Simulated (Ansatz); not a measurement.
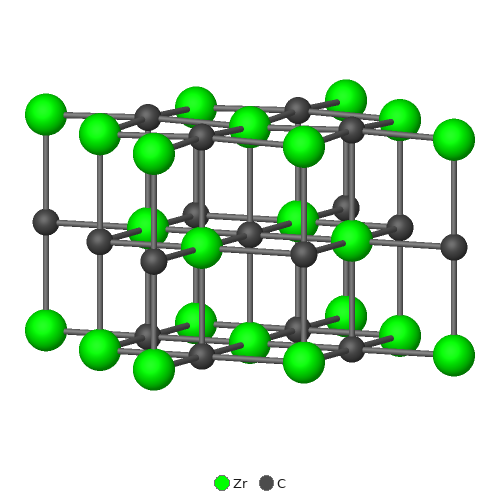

The system is H₂ on a ZrC(100) slab cut from the Fm-3m phase, its upper half relaxed before the scan (24 atoms of substrate and one adsorbate in a 2 × 2 cell); the picture shows it without the atoms that are moved over the map. H2 lies flat over one site of a rigid substrate while its bond length and height are varied; it sits over a top site over C21, heights counted from the top plane, its axis along the first surface vector. First axis: distance H25-H26. Second axis: height of the H2 axis above the plane of C21. Grid: 8 × 9 points. At 19 points there is no value (left out: too close to the surface, or the stretched molecule far from it). Points are written as (first, second). All energies are given in eV relative to the lowest grid point. Level of theory: DFT PBE, scalar-relativistic, plane waves, PAW (Ansatz 0.2.0). Settings: cutoff 420 eV, k-mesh 4×4×1, gaussian smearing 0.1 eV, no spin polarisation.

Range: distance H25-H26 from 0.650 to 2.650 Å; height of the H2 axis above the plane of C21 from 0.45 to 3.60 Å.

Q: What landscape does the calculation give?

A: The lowest grid point is at (0.750 Å, 3.60 Å). It lies at the edge of the scanned range, so the true minimum may lie outside. Other grid points that lie below all their neighbours: (1.849 Å, 0.77 Å) (0.29 eV higher). The highest grid point, (0.650 Å, 0.77 Å), lies 7.58 eV above the lowest.

```tsv
second ↓, first →	0.650	0.750	0.919	1.181	1.495	1.849	2.235	2.650
3.60	0.22	0.00	0.35	1.49	–	–	–	–
3.00	0.30	0.08	0.44	1.58	–	–	–	–
2.60	0.47	0.27	0.63	1.75	–	–	–	–
2.05	1.25	1.04	1.37	2.34	3.29	–	–	–
1.73	2.29	2.02	2.20	2.77	3.02	2.88	2.69	2.61
1.41	3.41	2.84	2.43	2.12	1.83	1.66	1.66	1.76
1.09	3.53	2.59	1.66	0.90	0.55	0.61	0.94	1.30
0.77	7.58	5.94	3.84	1.66	0.43	0.29	0.82	1.45
0.45	–	–	–	–	3.72	1.53	1.56	2.16
```

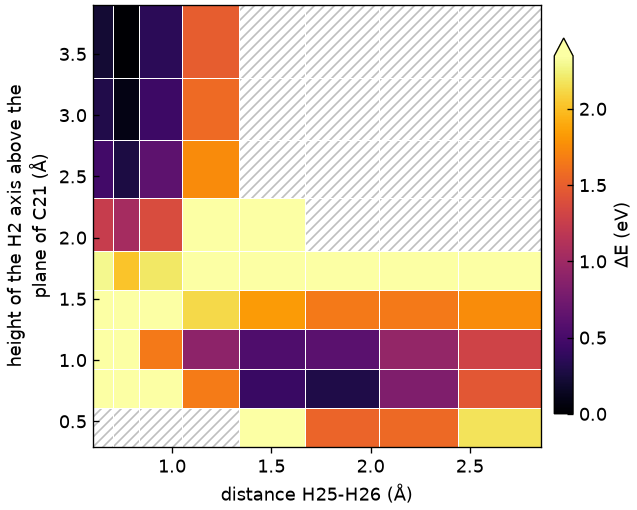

In the figure: one coloured cell a grid point, one colour for all values above the top of the scale, hatched blanks where no value was computed.

Time for the 53 points that were run: 55 min on 4 threads of Intel(R) Xeon(R) Processor @ 2.50GHz (Skylake/Cascade Lake), on a shared host.
